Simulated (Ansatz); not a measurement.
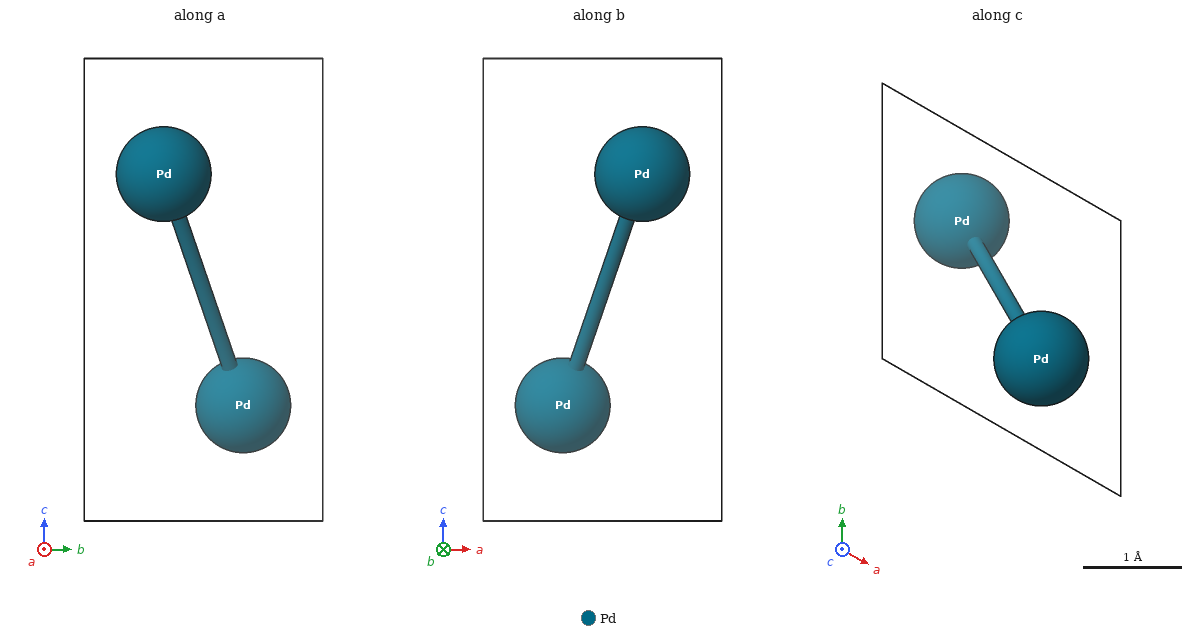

A ball-and-stick rendering, viewed along the a axis, along the b axis and along the c axis. Atoms at the boundary of the conventional unit cell (the box) are drawn once for each face, edge or corner they touch.

Lattice parameters: a = 2.8312 Å, b = 2.8312 Å, c = 4.7527 Å, α = 90.000°, β = 90.000°, γ = 120.000°.

Q: Write the structure as a CIF with its space group and independent sites.

A:
```cif
data_structure
_symmetry_space_group_name_H-M 'P 63/m m c'
_symmetry_Int_Tables_number 194
_cell_length_a 2.8312
_cell_length_b 2.8312
_cell_length_c 4.7527
_cell_angle_alpha 90.000
_cell_angle_beta 90.000
_cell_angle_gamma 120.000
_cell_volume 32.99
loop_
_atom_site_label
_atom_site_type_symbol
_atom_site_symmetry_multiplicity
_atom_site_Wyckoff_symbol
_atom_site_fract_x
_atom_site_fract_y
_atom_site_fract_z
_atom_site_occupancy
Pd1 Pd 2 c 0.3333 0.6667 0.2500 1
```

Provenance: a structure type filled with this element by a generator (whether the element takes this form wasn't checked). Earlier steps of the study may have refined or changed the cell and positions. It was run through Ansatz as a DFT input.

At this level of theory the cell isn't at rest (stretched, at -5 GPa), so its distances can differ from those at equilibrium, the more so the softer the solid.
